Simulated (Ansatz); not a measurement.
System: SiO₂.

Input

```
crystal:
  lattice:
    - [-2.62333646, 4.776753505, 4.441674725]
    - [2.62333646, -4.776753505, 4.441674725]
    - [2.62333646, 4.776753505, -4.441674725]
  atoms:
    - { symbol: Si, position: [0.26034098, 0.84494489, 0.41539609] }
    - { symbol: Si, position: [0.0704512, 0.15505511, 0.91539609] }
    - { symbol: Si, position: [0.73965902, 0.15505511, 0.58460391] }
    - { symbol: Si, position: [0.9295488, 0.84494489, 0.08460391] }
    - { symbol: O, position: [0.5, 0.0, 0.5] }
    - { symbol: O, position: [0.0, 0.0, 0.0] }
    - { symbol: O, position: [0.79317541, 0.0, 0.29317541] }
    - { symbol: O, position: [0.20682459, 0.5, 0.20682459] }
    - { symbol: O, position: [0.20682459, 0.0, 0.70682459] }
    - { symbol: O, position: [0.79317541, 0.5, 0.79317541] }
    - { symbol: O, position: [0.86931113, 0.11931113, 0.75] }
    - { symbol: O, position: [0.13068887, 0.88068887, 0.25] }
hamiltonian:
  xc: pbesol
  pseudopotentials: { kind: paw }
  dispersion: d3bj
kpoints:
  mp_grid: { grid: [6, 6, 6] }
scf:
  occupations: { method: fermi_dirac, width: 0.05 }
output:
  forces: true
  stress: true
  eigenvalues: true
  write_density: true
  write_potential: true
  elf: true
  volumetric_format: npy
relax:
  f_tol: 0.01
  max_steps: 40
  cell: { stress_tol: 0.05 }
```

Launched as:

```sh
ansatz run input.yaml --threads 4 --pin off --max-ram 11264MiB --backend cpu --events-out ev --progress --plain --runs-dir out
```

Below, planes, directions and counts refer to the conventional cell (a = 5.26 Å, b = 8.67 Å, c = 9.09 Å, α = 90.00°, β = 90.00°, γ = 90.00°).

The fields are those of the run's last geometry, not of the input's.

Space group Imma; a structure from a database of computed crystals, not necessarily the ambient phase.

Theory: Kohn-Sham DFT of a periodic cell, PBEsol with D3(BJ), Ansatz PAW in Ansatz.

Predict the valence pseudo-density and electron localisation function between the atoms.

Answer. Si–O (1.61 Å): ρ at the midpoint is about 1.2 e/Å³; the ELF peaks at about 0.85 between the atoms (a polar covalent bond).

Does the calculation give a band gap?

Answer. It is gapped, with a Kohn–Sham gap of 5.5 eV on the k-point mesh, an upper bound to the gap of this method.

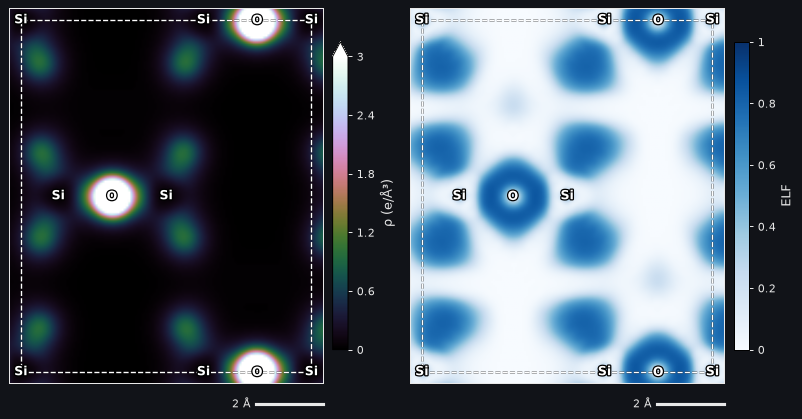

Computed valence pseudo-density and electron localisation function on the (101) plane of the conventional cell, in this order. Atoms just off the plane (O, 0.8 Å away) can leave unmarked features too.

Core electrons are frozen (PAW), and the valence fields are smoothed inside the atomic spheres.
